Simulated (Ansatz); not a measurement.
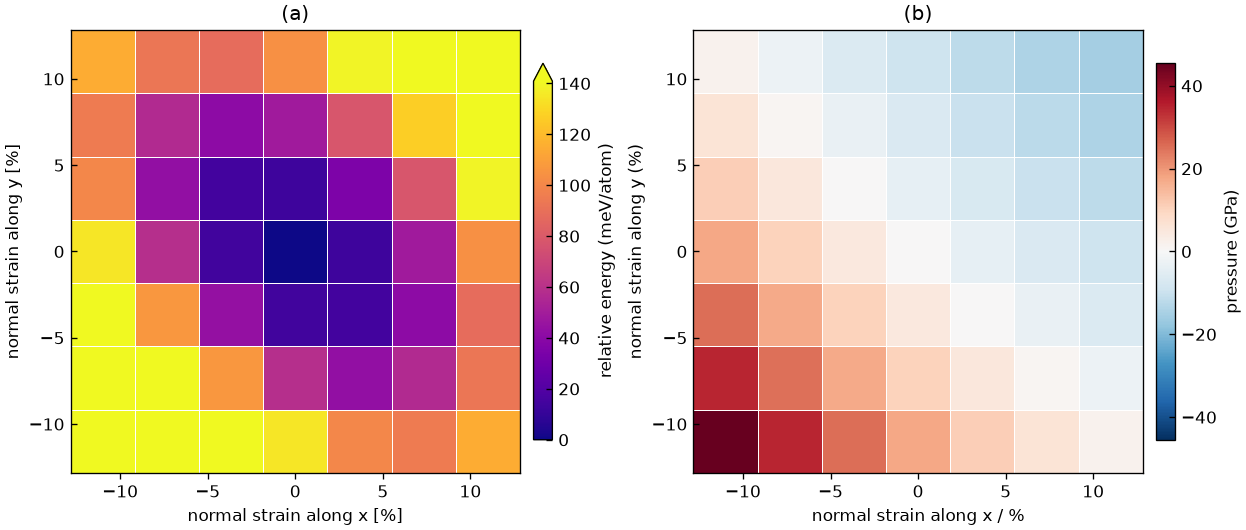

TiAl3 (I4/mmm, No. 139; 4 atoms in the cell). The energy is mapped over two homogeneous strains (x along [1 0 0], y along [0 1 0], z along [0 0 1] of the conventional cell). First axis: normal strain along x. Second axis: normal strain along y. Nothing is relaxed (fractional coordinates fixed). The grid has 7 × 7 points; 28 points were computed and 21 follow by symmetry. Energies: meV/atom, counted from the lowest grid point. These are results of DFT LDA, scalar-relativistic, plane waves, PAW in Ansatz 0.2.0, not measurements. Settings: cutoff 520 eV, k-mesh 14×14×14, gaussian smearing 0.15 eV, no spin polarisation.

Panel (a) is the energy and panel (b) the computed pressure on the same grid.

The picture shows one coloured cell a grid point, one colour for all values above the top of the scale.

Q: How does the pressure vary over the map, and what is it at the lowest grid point?

A: It runs from −15 GPa at normal strain along x = 11.0 %, normal strain along y = 11.0 % to 45 GPa at normal strain along x = −11.0 %, normal strain along y = −11.0 %. At the lowest grid point, normal strain along x = 0.0 %, normal strain along y = 0.0 %, it is 0 GPa.

PAW datasets: the set soft_1.
